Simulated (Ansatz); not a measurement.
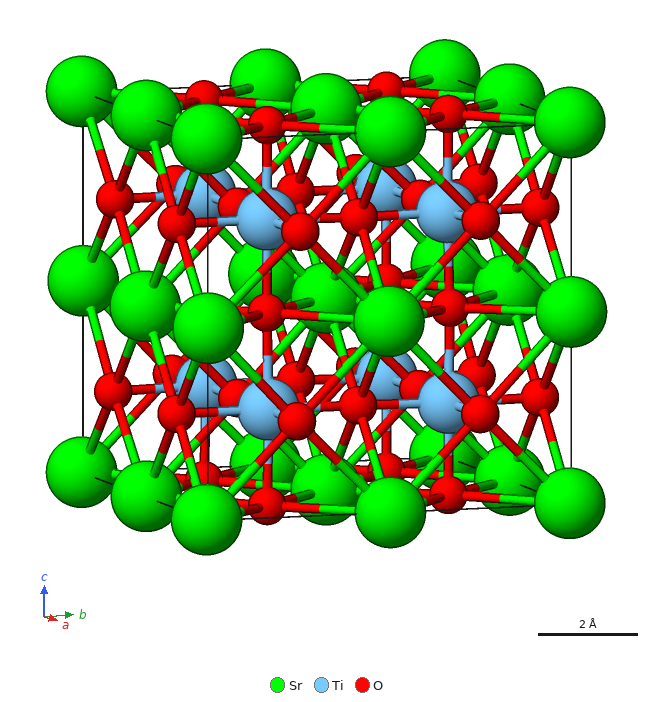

**Figure 1.** The input geometry (ball-and-stick view of the cell of the calculation, seen slightly off an axis).

Run report: Sr$_{8}$Ti$_{8}$O$_{23}$ (charge +2), geometry relaxation (part 1 of 2)

System: Sr$_{8}$Ti$_{8}$O$_{23}$ (defect cell, 39 atoms in the cell, total charge +2).
Method: DFT, PBEsol, PAW, plane waves (Ansatz 0.2.0).

## What the program printed
```
Pseudopotentials: kind: paw
Functional definition: PBEsol
  exchange = pbesol_x
  correlation = pbesol_c
Crystal: 39 atoms, lattice volume = 471.423 Å³
Basis set: ecut = 420 eV, 9171 PW (Γ), exchange–correlation on 108×108×108 points (8 copies of the dense FFT grid, shifted against one another)
Bands: 195, of which v1, the nominal top of the filled ones, is band 156 counted from 1 (155 counted from 0)
Symmetry: 1 space group operations
k-points: 1
Non-local potential: Sr, projectors of the file, l = 0: 3, l = 1: 2, l = 2: 2
Non-local potential: Ti, projectors of the file, l = 0: 3, l = 1: 2, l = 2: 3, l = 3: 1
Non-local potential: O, projectors of the file, l = 0: 2, l = 1: 2, l = 2: 1
PAW form: soft (Blöchl's): semilocal exchange-correlation on the pseudo side does not see the compensation charge
PAW frozen core: Sr, regenerated for the run's functional, and the local potential with it (the file was generated under x = pbe(κ = 0.804, μ = 0.2195149727645171), c = pbe(β = 0.06672455060314922))
PAW frozen core: Ti, regenerated for the run's functional, and the local potential with it (the file was generated under x = pbe(κ = 0.804, μ = 0.2195149727645171), c = pbe(β = 0.06672455060314922))
PAW frozen core: O, regenerated for the run's functional, and the local potential with it (the file was generated under x = pbe(κ = 0.804, μ = 0.2195149727645171), c = pbe(β = 0.06672455060314922))
PAW one-centre angular grid: Sr, 110 points (default); XC on 64 Gauss nodes
PAW one-centre angular grid: Ti, 590 points (default); XC on 64 Gauss nodes
PAW one-centre angular grid: O, 110 points (default); XC on 64 Gauss nodes
Initial density: superposition of atomic densities (neutral atoms scaled as one to the charged cell's electrons: chi_scale 0, normalization atom), corrected by the library's trained network
Initial wavefunctions: pseudopotential atomic-orbital guess
Functional: x = pbesol(κ = 0.804, μ = 0.12345679012345678), c = pbesol(β = 0.046)
SCF iter   1: F=—  HF=-60717.301401 eV  |F-HF|=—  |Δ(HF+E_count)|=         —  Δρ=1.79e-2  dr2=3.81e0  ethr=1.77e-3  ⟨swp⟩=7.0  Hψ=866  notcnv=0  defer=5
preconditioner: auto → Resta (q_TF=auto, 2.547 Å⁻¹)  ε∞=5.9  [insulator: Δε(μ)=1.884 eV  Ē_g=11.750 eV  σ=0.010 eV  W_gap=1.00  n_scr=122 (ndim 8)  ℏωp=26.0 eV  f_vac=0.000  D(μ)=0.00/eV (n_scr^D=0)  ε∞_Penn≈5.9]
SCF iter   2: F=—  HF=-60716.715679 eV  |F-HF|=—  |Δ(HF+E_count)|=   5.86e-1  Δρ=1.02e-2  dr2=1.51e0  ethr=1.22e-3  ⟨swp⟩=3.0  Hψ=235  notcnv=0  defer=30
SCF iter   3: F=—  HF=-60716.323220 eV  |F-HF|=—  |Δ(HF+E_count)|=   3.92e-1  Δρ=2.38e-3  dr2=4.14e-2  ethr=4.84e-4  ⟨swp⟩=3.0  Hψ=331  notcnv=0  defer=30
SCF iter   4: F=—  HF=-60716.315430 eV  |F-HF|=—  |Δ(HF+E_count)|=   7.79e-3  Δρ=9.07e-4  dr2=4.11e-3  ethr=1.33e-5  ⟨swp⟩=3.0  Hψ=312  notcnv=0  defer=30
SCF iter   5: F=—  HF=-60716.314786 eV  |F-HF|=—  |Δ(HF+E_count)|=   6.44e-4  Δρ=2.06e-4  dr2=2.38e-4  ethr=1.32e-6  ⟨swp⟩=2.0  Hψ=322  notcnv=0  defer=30
SCF iter   6: F=-60716.314809 eV  HF=-60716.314811 eV  |F-HF|=2.65e-6  |Δ(HF+E_count)|=   2.51e-5  Δρ=5.99e-5  dr2=1.73e-5  ethr=7.21e-9  ⟨swp⟩=13.0  Hψ=1181  notcnv=0
SCF 1 converged in 6 iterations: F = -60716.314809 eV  dr2 = 1.73e-5
  greatest PAW one-centre occupation: 0.999 electrons in one spin orbital (limit 2), on the Ti atom at site 14 (counted from 0), in its partial waves of l = 0
relax step   1: F+E_penalty+E_count = -60716.31480856 eV  Δ(F+E_penalty+E_count) = +0.000e0 eV  max|allowed force component| = 4.756e0 eV/Å  Δτ_max = 0.0000 Å  (6 SCF iters, dr2 threshold 2.25e-5 eV, accepted)
Initial density: handed on by an earlier stage of this run
Initial wavefunctions: those handed on with the density
iter 1 solved again at ethr=7.72e-4 eV; its pass at ethr=3.10e-3 eV (dr2=2.41e0 eV) is discarded
SCF iter   1: F=—  HF=-60718.735562 eV  |F-HF|=—  |Δ(HF+E_count)|=         —  Δρ=1.54e-2  dr2=2.40e0  ethr=7.72e-4  ⟨swp⟩=1.0  Hψ=687  notcnv=0  defer=32
preconditioner: auto → Resta (q_TF=auto, 2.547 Å⁻¹)  ε∞=5.7  [insulator: Δε(μ)=2.434 eV  Ē_g=12.075 eV  σ=0.010 eV  W_gap=1.00  n_scr=122 (ndim 8)  ℏωp=26.0 eV  f_vac=0.011  D(μ)=0.00/eV (n_scr^D=0)  ε∞_Penn≈5.7]
SCF iter   2: F=—  HF=-60718.259076 eV  |F-HF|=—  |Δ(HF+E_count)|=   4.76e-1  Δρ=7.39e-3  dr2=5.16e-1  ethr=7.69e-4  ⟨swp⟩=3.0  Hψ=268  notcnv=0  defer=32
SCF iter   3: F=—  HF=-60718.135208 eV  |F-HF|=—  |Δ(HF+E_count)|=   1.24e-1  Δρ=4.80e-3  dr2=1.59e-1  ethr=1.65e-4  ⟨swp⟩=3.0  Hψ=352  notcnv=0  defer=32
SCF iter   4: F=—  HF=-60718.102980 eV  |F-HF|=—  |Δ(HF+E_count)|=   3.22e-2  Δρ=1.38e-3  dr2=1.13e-2  ethr=5.10e-5  ⟨swp⟩=3.0  Hψ=289  notcnv=0  defer=32
SCF iter   5: F=—  HF=-60718.099708 eV  |F-HF|=—  |Δ(HF+E_count)|=   3.27e-3  Δρ=3.53e-4  dr2=1.06e-3  ethr=3.63e-6  ⟨swp⟩=3.0  Hψ=323  notcnv=0  defer=32
SCF iter   6: F=—  HF=-60718.099625 eV  |F-HF|=—  |Δ(HF+E_count)|=   8.23e-5  Δρ=1.22e-4  dr2=8.65e-5  ethr=3.21e-8  ⟨swp⟩=14.0  Hψ=1128  notcnv=0
SCF iter   7: F=-60718.099664 eV  HF=-60718.099663 eV  |F-HF|=1.08e-6  |Δ(HF+E_count)|=   3.78e-5  Δρ=3.35e-5  dr2=6.92e-6  ethr=2.77e-8  ⟨swp⟩=7.0  Hψ=708  notcnv=0
SCF 2 converged in 7 iterations: F = -60718.099664 eV  dr2 = 6.92e-6
  greatest PAW one-centre occupation: 0.999 electrons in one spin orbital (limit 2), on the Ti atom at site 10 (counted from 0), in its partial waves of l = 0
relax step   2: F+E_penalty+E_count = -60718.09966422 eV  Δ(F+E_penalty+E_count) = -1.785e0 eV  max|allowed force component| = 1.587e0 eV/Å  Δτ_max = 0.1947 Å  (7 SCF iters, dr2 threshold 1.00e-4 eV, accepted)
iter 1 solved again at ethr=1.72e-4 eV; its pass at ethr=3.10e-3 eV (dr2=5.37e-1 eV) is discarded
SCF iter   1: F=—  HF=-60718.443709 eV  |F-HF|=—  |Δ(HF+E_count)|=         —  Δρ=9.96e-3  dr2=5.44e-1  ethr=1.72e-4  ⟨swp⟩=2.0  Hψ=651  notcnv=0  defer=32
preconditioner: auto → Resta (q_TF=auto, 2.547 Å⁻¹)  ε∞=5.7  [insulator: Δε(μ)=2.534 eV  Ē_g=12.055 eV  σ=0.010 eV  W_gap=1.00  n_scr=122 (ndim 8)  ℏωp=26.0 eV  f_vac=0.011  D(μ)=0.00/eV (n_scr^D=0)  ε∞_Penn≈5.7]
relax step   3: F+E_penalty+E_count = -60718.29668535 eV  Δ(F+E_penalty+E_count) = -1.970e-1 eV  max|allowed force component| = 2.418e0 eV/Å  Δτ_max = 0.1129 Å  (7 SCF iters, dr2 threshold 1.00e-4 eV, accepted)
preconditioner: auto → Resta (q_TF=auto, 2.547 Å⁻¹)  ε∞=5.7  [insulator: Δε(μ)=2.559 eV  Ē_g=12.029 eV  σ=0.010 eV  W_gap=1.00  n_scr=122 (ndim 8)  ℏωp=26.0 eV  f_vac=0.009  D(μ)=0.00/eV (n_scr^D=0)  ε∞_Penn≈5.7]
relax step   4: F+E_penalty+E_count = -60718.44778236 eV  Δ(F+E_penalty+E_count) = -1.511e-1 eV  max|allowed force component| = 3.813e-1 eV/Å  Δτ_max = 0.0554 Å  (6 SCF iters, dr2 threshold 1.00e-4 eV, accepted)
preconditioner: auto → Resta (q_TF=auto, 2.547 Å⁻¹)  ε∞=5.7  [insulator: Δε(μ)=2.567 eV  Ē_g=12.022 eV  σ=0.010 eV  W_gap=1.00  n_scr=122 (ndim 8)  ℏωp=26.0 eV  f_vac=0.008  D(μ)=0.00/eV (n_scr^D=0)  ε∞_Penn≈5.7]
relax step   5: F+E_penalty+E_count = -60718.46700573 eV  Δ(F+E_penalty+E_count) = -1.922e-2 eV  max|allowed force component| = 1.002e-1 eV/Å  Δτ_max = 0.0456 Å  (6 SCF iters, dr2 threshold 9.09e-6 eV, accepted)
preconditioner: auto → Resta (q_TF=auto, 2.547 Å⁻¹)  ε∞=5.7  [insulator: Δε(μ)=2.578 eV  Ē_g=12.023 eV  σ=0.010 eV  W_gap=1.00  n_scr=122 (ndim 8)  ℏωp=26.0 eV  f_vac=0.008  D(μ)=0.00/eV (n_scr^D=0)  ε∞_Penn≈5.7]
relax step   6: F+E_penalty+E_count = -60718.46980471 eV  Δ(F+E_penalty+E_count) = -2.799e-3 eV  max|allowed force component| = 5.185e-2 eV/Å  Δτ_max = 0.0105 Å  (6 SCF iters, accepted)
preconditioner: auto → Resta (q_TF=auto, 2.547 Å⁻¹)  ε∞=5.7  [insulator: Δε(μ)=2.586 eV  Ē_g=12.024 eV  σ=0.010 eV  W_gap=1.00  n_scr=122 (ndim 8)  ℏωp=26.0 eV  f_vac=0.008  D(μ)=0.00/eV (n_scr^D=0)  ε∞_Penn≈5.7]
relax step   7: F+E_penalty+E_count = -60718.47172552 eV  Δ(F+E_penalty+E_count) = -1.921e-3 eV  max|allowed force component| = 6.537e-2 eV/Å  Δτ_max = 0.0371 Å  (6 SCF iters, accepted)
preconditioner: auto → Resta (q_TF=auto, 2.547 Å⁻¹)  ε∞=5.7  [insulator: Δε(μ)=2.559 eV  Ē_g=12.024 eV  σ=0.010 eV  W_gap=1.00  n_scr=122 (ndim 8)  ℏωp=26.0 eV  f_vac=0.008  D(μ)=0.00/eV (n_scr^D=0)  ε∞_Penn≈5.7]
relax step   8: F+E_penalty+E_count = -60718.47343548 eV  Δ(F+E_penalty+E_count) = -1.710e-3 eV  max|allowed force component| = 5.998e-2 eV/Å  Δτ_max = 0.0115 Å  (6 SCF iters, dr2 threshold 1.14e-6 eV, accepted)
preconditioner: auto → Resta (q_TF=auto, 2.547 Å⁻¹)  ε∞=5.7  [insulator: Δε(μ)=2.585 eV  Ē_g=12.026 eV  σ=0.010 eV  W_gap=1.00  n_scr=122 (ndim 8)  ℏωp=26.0 eV  f_vac=0.008  D(μ)=0.00/eV (n_scr^D=0)  ε∞_Penn≈5.7]
SCF iter   6: F=-60718.475164 eV  HF=-60718.475164 eV  |F-HF|=6.56e-9  |Δ(HF+E_count)|=   2.31e-9  Δρ=2.07e-6  dr2=1.59e-8  ethr=5.47e-11  ⟨swp⟩=9.0  Hψ=732  notcnv=0
SCF 9 converged in 6 iterations: F = -60718.475164 eV  dr2 = 1.59e-8
relax step   9: F+E_penalty+E_count = -60718.47516406 eV  Δ(F+E_penalty+E_count) = -1.729e-3 eV  max|allowed force component| = 4.044e-2 eV/Å  Δτ_max = 0.0052 Å  (6 SCF iters, dr2 threshold 3.03e-6 eV, accepted)
SCF iter   1: F=—  HF=-60718.476106 eV  |F-HF|=—  |Δ(HF+E_count)|=         —  Δρ=5.66e-4  dr2=1.84e-3  ethr=3.97e-6  ⟨swp⟩=3.0  Hψ=373  notcnv=0  defer=32
preconditioner: auto → Resta (q_TF=auto, 2.547 Å⁻¹)  ε∞=5.7  [insulator: Δε(μ)=2.586 eV  Ē_g=12.026 eV  σ=0.010 eV  W_gap=1.00  n_scr=122 (ndim 8)  ℏωp=26.0 eV  f_vac=0.008  D(μ)=0.00/eV (n_scr^D=0)  ε∞_Penn≈5.7]
SCF iter   2: F=—  HF=-60718.475758 eV  |F-HF|=—  |Δ(HF+E_count)|=   3.47e-4  Δρ=2.89e-4  dr2=5.65e-4  ethr=5.91e-7  ⟨swp⟩=1.0  Hψ=225  notcnv=0  defer=32
SCF iter   3: F=—  HF=-60718.476249 eV  |F-HF|=—  |Δ(HF+E_count)|=   4.91e-4  Δρ=4.68e-5  dr2=1.74e-5  ethr=1.81e-7  ⟨swp⟩=2.0  Hψ=256  notcnv=0  defer=32
SCF iter   4: F=—  HF=-60718.476116 eV  |F-HF|=—  |Δ(HF+E_count)|=   1.32e-4  Δρ=2.21e-5  dr2=2.61e-6  ethr=5.58e-9  ⟨swp⟩=2.0  Hψ=319  notcnv=0  defer=32
SCF iter   5: F=—  HF=-60718.476116 eV  |F-HF|=—  |Δ(HF+E_count)|=   3.85e-7  Δρ=5.19e-6  dr2=2.22e-7  ethr=8.36e-10  ⟨swp⟩=2.0  Hψ=278  notcnv=0  defer=32
SCF iter   6: F=-60718.476116 eV  HF=-60718.476116 eV  |F-HF|=9.12e-9  |Δ(HF+E_count)|=   2.38e-8  Δρ=2.30e-6  dr2=1.95e-8  ethr=3.21e-11  ⟨swp⟩=11.0  Hψ=844  notcnv=0
SCF 10 converged in 6 iterations: F = -60718.476116 eV  dr2 = 1.95e-8
relax step  10: F+E_penalty+E_count = -60718.47611606 eV  Δ(F+E_penalty+E_count) = -9.520e-4 eV  max|allowed force component| = 3.938e-2 eV/Å  Δτ_max = 0.0060 Å  (6 SCF iters, accepted)
SCF iter   1: F=—  HF=-60718.476725 eV  |F-HF|=—  |Δ(HF+E_count)|=         —  Δρ=5.84e-4  dr2=1.38e-3  ethr=6.05e-6  ⟨swp⟩=3.0  Hψ=375  notcnv=0  defer=32
preconditioner: auto → Resta (q_TF=auto, 2.547 Å⁻¹)  ε∞=5.7  [insulator: Δε(μ)=2.584 eV  Ē_g=12.028 eV  σ=0.010 eV  W_gap=1.00  n_scr=122 (ndim 8)  ℏωp=26.0 eV  f_vac=0.008  D(μ)=0.00/eV (n_scr^D=0)  ε∞_Penn≈5.7]
SCF iter   2: F=—  HF=-60718.476394 eV  |F-HF|=—  |Δ(HF+E_count)|=   3.30e-4  Δρ=3.07e-4  dr2=4.12e-4  ethr=4.43e-7  ⟨swp⟩=1.0  Hψ=225  notcnv=0  defer=32
SCF iter   3: F=—  HF=-60718.476941 eV  |F-HF|=—  |Δ(HF+E_count)|=   5.47e-4  Δρ=3.83e-5  dr2=6.08e-6  ethr=1.32e-7  ⟨swp⟩=2.0  Hψ=269  notcnv=0  defer=32
SCF iter   4: F=—  HF=-60718.476783 eV  |F-HF|=—  |Δ(HF+E_count)|=   1.59e-4  Δρ=1.61e-5  dr2=9.62e-7  ethr=1.95e-9  ⟨swp⟩=2.0  Hψ=319  notcnv=0  defer=32
iter 5 did not close the SCF: its close was put off for the readings that it lacked (scf_convergence_deferred on its scf_iter line)
SCF iter   5: F=-60718.476783 eV  HF=-60718.476783 eV  |F-HF|=3.26e-8  |Δ(HF+E_count)|=   4.51e-8  Δρ=3.80e-6  dr2=8.07e-8  ethr=3.08e-10  ⟨swp⟩=2.0  Hψ=232  notcnv=0  defer=32
SCF iter   6: F=-60718.476783 eV  HF=-60718.476783 eV  |F-HF|=4.79e-9  |Δ(HF+E_count)|=  1.02e-10  Δρ=1.63e-6  dr2=1.01e-8  ethr=2.59e-11  ⟨swp⟩=9.0  Hψ=888  notcnv=0
SCF 11 converged in 6 iterations: F = -60718.476783 eV  dr2 = 1.01e-8
  greatest PAW one-centre occupation: 0.999 electrons in one spin orbital (limit 2), on the Ti atom at site 15 (counted from 0), in its partial waves of l = 0
relax step  11: F+E_penalty+E_count = -60718.47678255 eV  Δ(F+E_penalty+E_count) = -6.665e-4 eV  max|allowed force component| = 2.811e-2 eV/Å  Δτ_max = 0.0070 Å  (6 SCF iters, accepted)
```

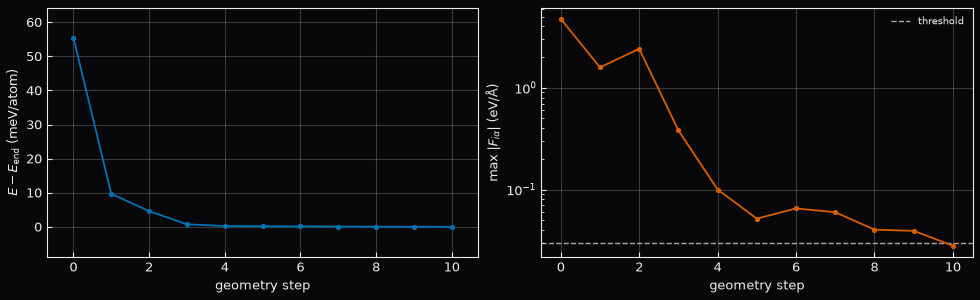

**Figure 2.** Progress of the relaxation, step by step (the first geometry is step 0 here and step 1 in the log).

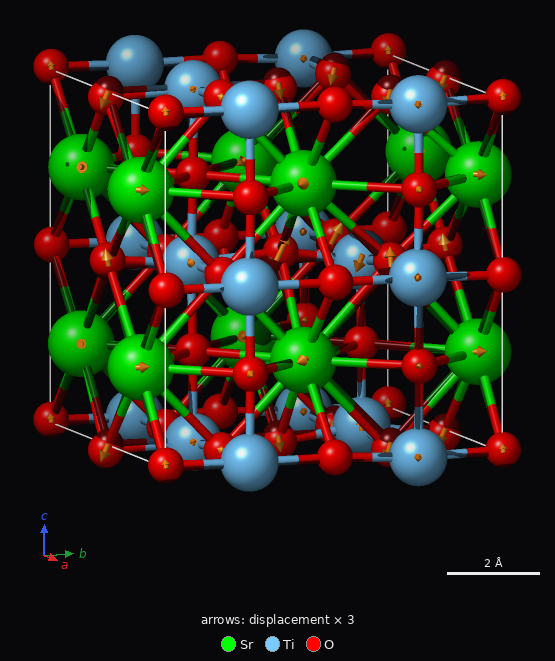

**Figure 3.** Start (faint) and end (solid) with the displacements as orange arrows, magnified 3 times (ball-and-stick view of the cell of the calculation (origin shifted), seen slightly off an axis). The atom that moves furthest is O32 (0.23 Å). By element the largest moves are O 0.23 Å, Ti 0.15 Å, Sr 0.13 Å. The lattice vectors keep their values. Among the contacts that change: Sr1–O32 2.699 → 2.964 Å, Sr1–O24 2.736 → 2.968 Å, Sr5–O32 2.714 → 2.912 Å, Sr5–O28 2.738 → 2.935 Å. Among the angles that change: O24–Ti9–O28 177.5° → 162.9°, O25–Ti10–O29 177.8° → 163.7°, O17–Ti9–O32 87.2° → 99.8°. Over 10 geometry steps the energy falls by 55.4 meV per atom. The largest force component goes from 4.8 to 0.028 eV/Å. (Atoms are counted from 1 in the order of the input.)

```
SCF converged after 6 iterations
Free energy (F): -60718.476783 eV
Harris-Foulkes:  -60718.476783 eV  (|F-HF|=4.79e-9)
Internal energy: -60718.476783 eV  (E = F + TS)
E sigma→0 (E₀):  -60718.476783 eV
Fermi energy:    10.909566 eV
--- Per-component energies (eV) ---
  E_band       = -1699.654193
  E_kinetic    = 8157.737133
  E_local      = -19156.621944  (includes V_loc(G=0)·N_el)
  E_nonlocal   = 2758.929426
  E_hartree    = 6725.084485
  E_xc         = -3834.270668
  E_vxc        = -4431.035700  (∫ρ·V_xc dr)
  E_paw        = -32813.691792  (= ΣΔE_a)
  E_vpaw       = -2478.894145  (= ΣTr[D̂ρ^β])
  E_aug_tail   = 0.057555  (compensation charges beyond the density's cutoff)
  E_ewald      = -22558.702454
  E_core_change = 3.001476  (= ΣΔE_core)
  E_smearing   = -0.000000  (= −TS)
  E_closure    = -0.000000  (closes the sum)
  E_deformation_potential = 41.227651  (in the stress; not in F)
  Σ components = -60718.476783   (vs F -60718.476783, Δ=0.00e0)
```
